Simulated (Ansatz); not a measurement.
## Geometry relaxation of Al (part 2 of 2)

Continued. System: Al (2 atoms in the cell). Method: DFT, revPBE, plane waves (420 eV) with PAW, scalar-relativistic, no spin polarisation (Ansatz 0.2.0); cutoff 420 eV, 10×10×10 k-mesh, Fermi–Dirac smearing of 0.1 eV. The structure was built on a prototype by a generator; it need not be a known phase.

Geometry of the input (Å; fractional positions):
```
0.0000  2.8195  2.8195
2.8195  0.0000  2.8195
2.8195  2.8195  0.0000
Al 0.1250  0.1250  0.1250
Al 0.8750  0.8750  0.8750
```

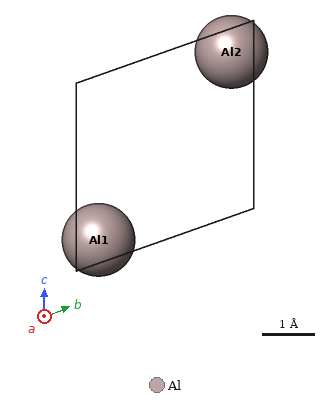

**Figure 1.** The geometry at step 2 of the log (spheres-only view of the cell of the calculation, along the a axis; atoms are numbered from 1 in the order of the input).

**What the program printed, continued**
```
relax step   4: F+E_penalty+E_count = -1077.79740019 eV  Δ(F+E_penalty+E_count) = -2.764e-3 eV  max|allowed force component| = 1.388e-17 eV/Å  Δτ_max = 0.0000 Å  P = -0.024 GPa  Ω = 56.145 Å³  energy of the carried Pulay correction = -2.599e-3 eV  (3 SCF iters, dr2 threshold 2.00e-7 eV, accepted)
Basis set: ecut = 420 eV, 1067 PW (Γ), exchange–correlation on 60×60×60 points (8 copies of the dense FFT grid, shifted against one another)
Initial wavefunctions: pseudopotential atomic-orbital guess (no wavefunctions were taken with the density)
iter 1 solved again at ethr=4.50e-8 eV; its pass at ethr=3.10e-3 eV (dr2=2.70e-6 eV) is discarded
SCF iter   1: F=—  HF=-1077.804900 eV  |F-HF|=—  |Δ(HF+E_count)|=         —  Δρ=1.87e-4  dr2=2.44e-6  ethr=4.50e-8  ⟨swp⟩=3.1  Hψ=3966  notcnv=0
preconditioner: auto → none  [metal: Δε(μ)=0.049 eV  Ē_g=6.837 eV  σ=0.100 eV  W_gap=0.12  n_scr=8 (ndim 8)  ℏωp=12.1 eV  f_vac=0.000  D(μ)=1.53/eV (n_scr^D=14)]
SCF iter   2: F=—  HF=-1077.804929 eV  |F-HF|=—  |Δ(HF+E_count)|=   2.93e-5  Δρ=9.67e-5  dr2=5.54e-7  ethr=4.07e-8  ⟨swp⟩=2.0  Hψ=467  notcnv=0
SCF iter   3: F=—  HF=-1077.804953 eV  |F-HF|=—  |Δ(HF+E_count)|=   2.36e-5  Δρ=8.19e-6  dr2=5.63e-9  ethr=9.23e-9  ⟨swp⟩=2.0  Hψ=491  notcnv=0
SCF iter   4: F=—  HF=-1077.804953 eV  |F-HF|=—  |Δ(HF+E_count)|=   1.82e-7  Δρ=4.67e-7  dr2=5.20e-11  ethr=9.39e-11  ⟨swp⟩=2.0  Hψ=491  notcnv=0
SCF iter   5: F=-1077.804953 eV  HF=-1077.804953 eV  |F-HF|=2.27e-13  |Δ(HF+E_count)|=  5.29e-10  Δρ=2.64e-8  dr2=5.55e-13  ethr=1.00e-12  ⟨swp⟩=5.7  Hψ=1179  notcnv=0
SCF 5 converged in 5 iterations: F = -1077.804953 eV  dr2 = 5.55e-13
relax step   5: F+E_penalty+E_count = -1077.80495281 eV  Δ(F+E_penalty+E_count) = -7.553e-3 eV  max|allowed force component| = 3.701e-17 eV/Å  Δτ_max = 0.0000 Å  P = +0.125 GPa  Ω = 56.145 Å³  stress off target by 1.25e-1 GPa  SCF on the basis re-selected at this cell (its energy is not comparable with the rows above)  (5 SCF iters)
basis re-selected at this cell: Δ(F+E_penalty+E_count) = -7.553e-3 eV, ΔP = +0.149 GPa vs the last step (what re-selecting the basis moved, of the pressure what is left beyond the Pulay correction that the steps carried, after the strain that the cell walked since its last selection, with what the two solves' SCF thresholds leave and, on support functions, any second-order correction that the steps lacked; it is no measure of the basis error at this ecutwfc). The dense FFT grid was sized anew with the basis: this SCF ran on 30×30×30 points, the steps before it on 27×27×27, so part of this shift can come from that change (see relax.cell in the input reference). This SCF's stress stands 1.25e-1 GPa from its target on what of the cell is left free (relax.cell.stress_tol is 5.00e-2 GPa) and its largest allowed force component is 3.70e-17 eV/Å (relax.f_tol is 1.00e-2 eV/Å): not within both, so this SCF does not close the relaxation
Crystal: 2 atoms, lattice volume = 56.329 Å³
iter 1 solved again at ethr=2.69e-8 eV; its pass at ethr=3.10e-3 eV (dr2=1.61e-6 eV) is discarded
SCF iter   1: F=—  HF=-1077.805027 eV  |F-HF|=—  |Δ(HF+E_count)|=         —  Δρ=4.79e-5  dr2=1.58e-6  ethr=2.69e-8  ⟨swp⟩=2.0  Hψ=3098  notcnv=0
preconditioner: auto → none  [metal: Δε(μ)=0.052 eV  Ē_g=6.827 eV  σ=0.100 eV  W_gap=0.13  n_scr=8 (ndim 8)  ℏωp=12.1 eV  f_vac=0.000  D(μ)=1.54/eV (n_scr^D=14)]
SCF iter   2: F=—  HF=-1077.804992 eV  |F-HF|=—  |Δ(HF+E_count)|=   3.49e-5  Δρ=2.39e-5  dr2=3.60e-7  ethr=2.63e-8  ⟨swp⟩=1.5  Hψ=370  notcnv=0
SCF iter   3: F=-1077.804992 eV  HF=-1077.804992 eV  |F-HF|=1.22e-9  |Δ(HF+E_count)|=   1.28e-7  Δρ=1.43e-6  dr2=1.04e-9  ethr=6.50e-10  ⟨swp⟩=5.5  Hψ=1572  notcnv=0
SCF 6 converged in 3 iterations: F = -1077.804992 eV  dr2 = 1.04e-9
relax step   6: F+E_penalty+E_count = -1077.80499187 eV  Δ(F+E_penalty+E_count) = -3.905e-5 eV  max|allowed force component| = 1.966e-17 eV/Å  Δτ_max = 0.0000 Å  P = +0.008 GPa  Ω = 56.329 Å³  energy of the carried Pulay correction = -3.687e-5 eV  (3 SCF iters, dr2 threshold 3.90e-8 eV, accepted)
iter 1 solved again at ethr=2.76e-8 eV; its pass at ethr=3.10e-3 eV (dr2=1.66e-6 eV) is discarded
SCF iter   1: F=—  HF=-1077.805069 eV  |F-HF|=—  |Δ(HF+E_count)|=         —  Δρ=2.82e-6  dr2=2.09e-9  ethr=2.76e-8  ⟨swp⟩=3.0  Hψ=3986  notcnv=0
SCF iter   2: F=—  HF=-1077.805035 eV  |F-HF|=—  |Δ(HF+E_count)|=   3.39e-5  Δρ=1.26e-6  dr2=4.44e-10  ethr=3.49e-11  ⟨swp⟩=2.2  Hψ=501  notcnv=0
SCF iter   3: F=—  HF=-1077.805035 eV  |F-HF|=—  |Δ(HF+E_count)|=   2.32e-9  Δρ=5.92e-7  dr2=1.14e-10  ethr=7.39e-12  ⟨swp⟩=2.5  Hψ=466  notcnv=0
SCF iter   4: F=-1077.805035 eV  HF=-1077.805035 eV  |F-HF|=1.14e-12  |Δ(HF+E_count)|=  6.75e-10  Δρ=2.32e-8  dr2=2.20e-13  ethr=1.00e-12  ⟨swp⟩=4.0  Hψ=1385  notcnv=0
SCF 7 converged in 4 iterations: F = -1077.805035 eV  dr2 = 2.20e-13
relax step   7: F+E_penalty+E_count = -1077.80503525 eV  Δ(F+E_penalty+E_count) = -4.338e-5 eV  max|allowed force component| = 2.660e-17 eV/Å  Δτ_max = 0.0000 Å  P = +0.008 GPa  Ω = 56.329 Å³  stress off target by 8.03e-3 GPa  SCF on the basis re-selected at this cell (its energy is not comparable with the rows above)  (4 SCF iters)
basis re-selected at this cell: Δ(F+E_penalty+E_count) = -4.338e-5 eV, ΔP = +0.000 GPa vs the last step (what re-selecting the basis moved, of the pressure what is left beyond the Pulay correction that the steps carried, after the strain that the cell walked since its last selection, with what the two solves' SCF thresholds leave and, on support functions, any second-order correction that the steps lacked; it is no measure of the basis error at this ecutwfc). This SCF's stress stands 8.03e-3 GPa from its target on what of the cell is left free (relax.cell.stress_tol is 5.00e-2 GPa) and its largest allowed force component is 2.66e-17 eV/Å (relax.f_tol is 1.00e-2 eV/Å): within both
SCF converged after 4 iterations
Free energy (F): -1077.805035 eV
Harris-Foulkes:  -1077.805035 eV  (|F-HF|=1.14e-12)
Internal energy: -1077.754360 eV  (E = F + TS)
E sigma→0 (E₀):  -1077.779698 eV
Entropy (-TS):   -0.050675 eV (-25.338 meV/atom)
Fermi energy:    2.690438 eV
--- Per-component energies (eV) ---
  E_band       = -2.474584
  E_kinetic    = 39.334659
  E_local      = -15.052497  (includes V_loc(G=0)·N_el)
  E_nonlocal   = 21.672868
  E_hartree    = 5.584777
  E_xc         = -75.817245
  E_vxc        = -52.550400  (∫ρ·V_xc dr)
  E_paw        = -938.722551  (= ΣΔE_a)
  E_vpaw       = -7.048766  (= ΣTr[D̂ρ^β])
  E_aug_tail   = -0.000003  (compensation charges beyond the density's cutoff)
  E_ewald      = -114.725644
  E_core_change = -0.028722  (= ΣΔE_core)
  E_smearing   = -0.050675  (= −TS)
  E_closure    = 0.000000  (closes the sum)
  Σ components = -1077.805035   (vs F -1077.805035, Δ=0.00e0)
--- Forces (eV/Å), atoms counted from 1 ---
  atom   1  Al     0.00000000     0.00000000    -0.00000000
  atom   2  Al    -0.00000000    -0.00000000    -0.00000000
  max |Σ_I F_I| component: 6.25e-17 eV/Å
--- Stress (GPa, compression-positive) ---
        0.008033       0.000000       0.000000
        0.000000       0.008033       0.000000
        0.000000       0.000000       0.008033
  P = ⅓ Tr σ = 0.0080 GPa (0.080 kbar)
--- Band table (eV; the first three rows and the last of 47) ---
  k-point 0: bands = ["-5.0710", "4.7513", "4.7513", "4.7513", "6.5975", "6.5975", "6.5975"]
  k-point 1: bands = ["-4.9628", "3.7859", "4.5730", "4.5730", "6.6732", "6.8556", "6.8556"]
  k-point 2: bands = ["-4.6426", "2.2319", "4.2480", "4.2480", "6.4114", "7.2622", "7.2622"]
  k-point 46: bands = ["-1.4822", "-1.4822", "1.4193", "1.4193", "7.1461", "7.1461", "9.2952"]
--- Relaxed structure (5 steps of the walk, 5 accepted, 2 SCFs on fresh bases) ---
  F+E_penalty+E_count = -1077.80503525 eV   max|allowed force component| = 2.660e-17 eV/Å   (the final SCF, on the basis selected at the relaxed cell)
  cell:  # Å, volume = 56.3292 Å³
    - [-1.8852875768353097e-33, 3.042527429891913, 3.042527429891913]
    - [3.042527429891913, -1.3821197392589876e-33, 3.042527429891913]
    - [3.042527429891913, 3.042527429891913, 2.993531069326159e-34]
  atoms:
    - { symbol: Al, position: [0.125, 0.125, 0.125] }
    - { symbol: Al, position: [0.8749999999999999, 0.8749999999999999, 0.8749999999999999] }
```

**Trajectory as extended XYZ (Å, eV, eV/Å), 7 frames, from step=1 to step=7**
```
2
Lattice="0.0000 2.8195 2.8195 2.8195 0.0000 2.8195 2.8195 2.8195 0.0000" Properties=species:S:1:pos:R:3:forces:R:3 step=1 energy=-1077.41949 pressure_GPa=13.01
Al    0.7049    0.7049    0.7049    0.0000   0.0000   0.0000
Al    4.9341    4.9341    4.9341    0.0000   0.0000   0.0000
2
Lattice="0.0000 2.9594 2.9594 2.9594 0.0000 2.9594 2.9594 2.9594 0.0000" Properties=species:S:1:pos:R:3:forces:R:3 step=2 energy=-1077.75541 pressure_GPa=3.44
Al    0.7398    0.7398    0.7398    0.0000   0.0000   0.0000
Al    5.1789    5.1789    5.1789    0.0000   0.0000   0.0000
2
Lattice="0.0000 3.0169 3.0169 3.0169 0.0000 3.0169 3.0169 3.0169 0.0000" Properties=species:S:1:pos:R:3:forces:R:3 step=3 energy=-1077.79464 pressure_GPa=0.83
Al    0.7542    0.7542    0.7542    0.0000   0.0000   0.0000
Al    5.2796    5.2796    5.2796    0.0000   0.0000   0.0000
2
Lattice="0.0000 3.0392 3.0392 3.0392 0.0000 3.0392 3.0392 3.0392 0.0000" Properties=species:S:1:pos:R:3:forces:R:3 step=4 energy=-1077.79740 pressure_GPa=-0.02
Al    0.7598    0.7598    0.7598    0.0000   0.0000   0.0000
Al    5.3186    5.3186    5.3186    0.0000   0.0000   0.0000
2
Lattice="0.0000 3.0392 3.0392 3.0392 0.0000 3.0392 3.0392 3.0392 0.0000" Properties=species:S:1:pos:R:3:forces:R:3 step=5 energy=-1077.80495 pressure_GPa=0.12
Al    0.7598    0.7598    0.7598    0.0000   0.0000   0.0000
Al    5.3186    5.3186    5.3186    0.0000   0.0000   0.0000
2
Lattice="0.0000 3.0425 3.0425 3.0425 0.0000 3.0425 3.0425 3.0425 0.0000" Properties=species:S:1:pos:R:3:forces:R:3 step=6 energy=-1077.80499 pressure_GPa=0.01
Al    0.7606    0.7606    0.7606    0.0000   0.0000   0.0000
Al    5.3244    5.3244    5.3244    0.0000   0.0000   0.0000
2
Lattice="0.0000 3.0425 3.0425 3.0425 0.0000 3.0425 3.0425 3.0425 0.0000" Properties=species:S:1:pos:R:3:forces:R:3 step=7 energy=-1077.80504 pressure_GPa=0.01
Al    0.7606    0.7606    0.7606    0.0000   0.0000   0.0000
Al    5.3244    5.3244    5.3244    0.0000   0.0000   0.0000
```

**Key numbers**

| quantity | value |
| --- | --- |
| outcome | converged |
| space group (tolerance 0.01 Å) | Fd-3m (227) |
| electrons treated | 6 |
| free energy | −1077.8050 eV |
| Fermi energy | 2.690 eV |
| pressure | 0.01 GPa |
| final volume | 56.33 Å³ |
| largest force (length of the vector) at the end | under 0.001 eV/Å |
| final cell | a = 4.303 Å, b = 4.303 Å, c = 4.303 Å, α = 60.00°, β = 60.00°, γ = 60.00° |
| hardware | 2 threads of an Arm (aarch64) CPU, shared host |
| wall time | 4.8 s (CPU time 8.7 s) |
| peak memory | 0.3 GiB |
